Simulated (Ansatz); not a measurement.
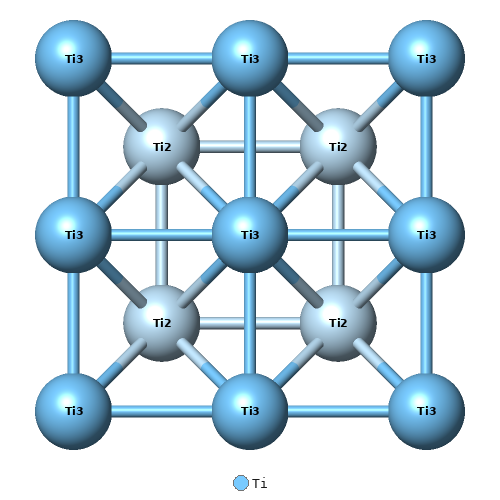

The system is C on a Ti(100) slab cut from the Fm-3m phase, its upper half relaxed before the scan (3 atoms of substrate and one adsorbate in a 1 × 1 cell); the picture shows it without the atoms that are moved over the map. C is moved over the surface cell; relaxed at each place: the height of the adsorbate's atoms; substrate rigid; the origin of the map has the adsorbate above Ti3. Places are given modulo a cell vector. The map is drawn in real space over the plane of the surface. The grid has 6 × 6 points; 10 points were computed and 26 follow by symmetry. All energies are given in eV relative to the lowest grid point. With one adsorbate in each 1 × 1 cell, its nearest image is 2.9 Å away, so neighbouring adsorbates interact. The calculation used Ansatz, DFT PBE, scalar-relativistic, plane waves, PAW. Settings: cutoff 420 eV, k-mesh 9×9×1, gaussian smearing 0.1 eV, no spin polarisation.

Range: position of C4 along the first surface vector from 0.000 to 0.833; position of C4 along the second surface vector from 0.000 to 0.833.

Predict the map.

The lowest grid point is at a fourfold hollow over a second-layer Ti atom, (3/6, 3/6) of the cell vectors. It is the only kind of minimum in the scanned range. The highest grid point, the top site over a surface Ti atom, (0/6, 0/6) of the cell vectors, lies 5.79 eV above the lowest. On the interpolated surface the easiest way out of the lowest well to its copy in the next cell or period passes a barrier of about 3.9 eV. At the lowest point the adsorbate has 5 Ti at 2.07 Å as nearest neighbours, at the highest 1 Ti at 1.94 Å. Its relaxed height above the top atom is 0.20 Å at the lowest and 1.94 Å at the highest point.

```csv
"second ↓, first →",0/6,1/6,2/6,3/6,4/6,5/6
5/6,5.55,5.29,4.41,3.38,4.41,5.29
4/6,4.75,4.41,3.26,1.49,3.26,4.41
3/6,3.88,3.38,1.49,0.00,1.49,3.38
2/6,4.75,4.41,3.26,1.49,3.26,4.41
1/6,5.55,5.29,4.41,3.38,4.41,5.29
0/6,5.79,5.55,4.75,3.88,4.75,5.55
```

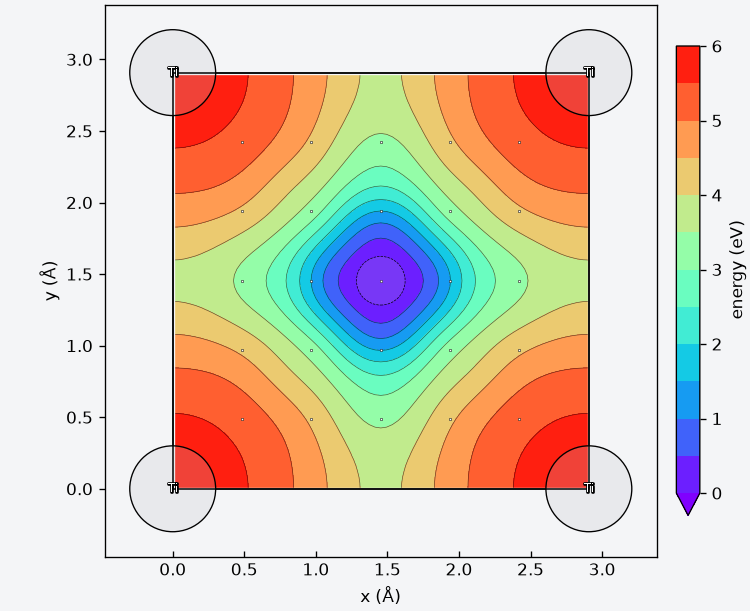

Drawn: filled contours, dots at the grid points, labelled circles for the atoms of the top layer and small ones for the second layer, the outline of one cell of the plane. Between grid points the surface is interpolated.

Each point was launched as `ansatz run input.yaml --threads 1 --pin off --max-ram 3072MiB --backend cpu --events-out ev --progress --plain --runs-dir out`. Time for the 10 points that were run: 9.4 min on 1 thread of Intel(R) Xeon(R) Platinum 8259CL CPU @ 2.50GHz (Skylake/Cascade Lake), on a shared host.

PAW datasets: the set soft_1.
